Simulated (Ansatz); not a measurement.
```
CELL_PARAMETERS angstrom
4.40124 0.00000 0.00000
0.00000 4.40124 0.00000
0.00000 0.00000 4.40124
ATOMIC_POSITIONS crystal
Al 0.50000 0.50000 0.00000
Al 0.50000 0.00000 0.50000
Al 0.00000 0.50000 0.50000
Ga 0.00000 0.00000 0.00000
N 0.74446 0.74446 0.25554
N 0.74446 0.25554 0.74446
N 0.25554 0.74446 0.74446
N 0.25554 0.25554 0.25554
```

Space group P-43m; a structure from a database of computed crystals, not necessarily the ambient phase.

These are results of Ansatz 0.2.0, DFT r2SCAN, scalar-relativistic, plane waves, PAW, not measurements.

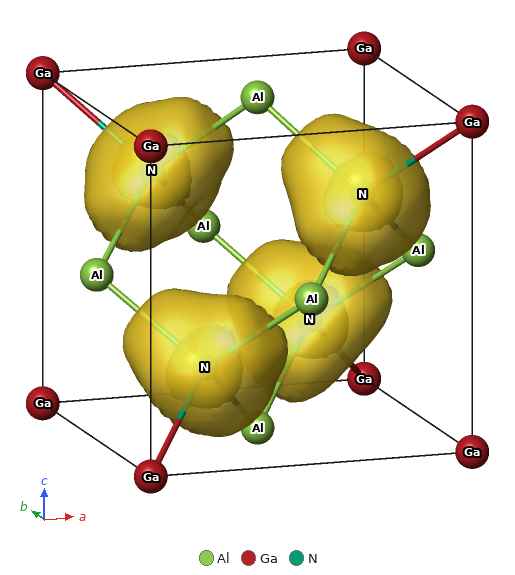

Al$_{3}$GaN$_{4}$. Isosurface of the electron localisation function at 0.75 (yellow), seen slightly off an axis. Only the valence region is drawn (cores and ρ < 0.01 e/Å³ removed). Sticks mark near contacts.

In a PAW calculation such maps are meaningful between the atoms, not at the nuclei.

Q: What do the ELF domains correspond to?

A: At this value the surface marks out four regions on N in which the atom's valence shell and bonds are merged, counted in one cell of 8 atoms. Any copies at cell faces, edges or corners count once. Along the contacts the grid gives the following. Al–N (1.89 Å): the ELF peaks at about 0.90 between the atoms, as expected for a polar covalent bond. Ga–N (1.95 Å): the ELF peaks at about 0.85 in the valence shell of N, 0.7 Å from its nucleus, and is about 0.45 at the midpoint.

Q: Does the calculation make it a metal, or give it a gap?

A: It is gapped, with a Kohn–Sham gap of 4.0 eV on the k-point mesh, an upper bound to the gap of this method.
